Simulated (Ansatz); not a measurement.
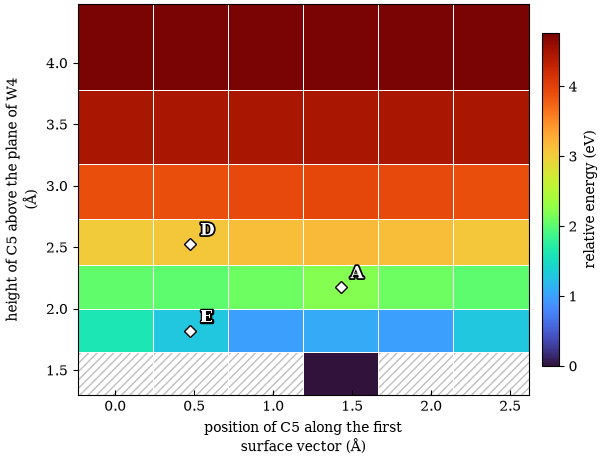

C on a W(110) slab cut from the Fm-3m phase, its upper half relaxed before the scan (4 atoms of substrate and one adsorbate in a 1 × 1 cell). 
- C is moved along a line over the surface and along the normal, above a rigid substrate.
- First axis: position of C5 along the first surface vector, from above W4. Second axis: height of C5 above the plane of W4.
- Grid: 6 × 7 points; 25 points were computed and 12 follow by symmetry. At 5 points there is no value (left out of the scan, as a rule where atoms come close).
- Points are written as (first, second).
- Energies are in eV, from the lowest grid point.
- Energies and slopes of some neighbouring points disagree (a jump in structure or state, or too coarse a mesh).
- These are results of DFT PBE, scalar-relativistic, plane waves, PAW in Ansatz, not measurements. Settings: cutoff 420 eV, k-mesh 9×7×1, gaussian smearing 0.1 eV, spin-polarised.

In the figure: one coloured cell a grid point, hatched blanks where no value was computed, lettered points.

**Is D the lowest point of the computed grid?**

No. D lies 3.05 eV above the lowest grid point, which is at (1.43 Å, 1.47 Å) [nearest 2 W at 2.05 Å].

**Rank the lettered points by energy, lowest first.**

E (1.29 eV), A (2.21 eV), D (3.05 eV).

PAW datasets: the set soft_1.
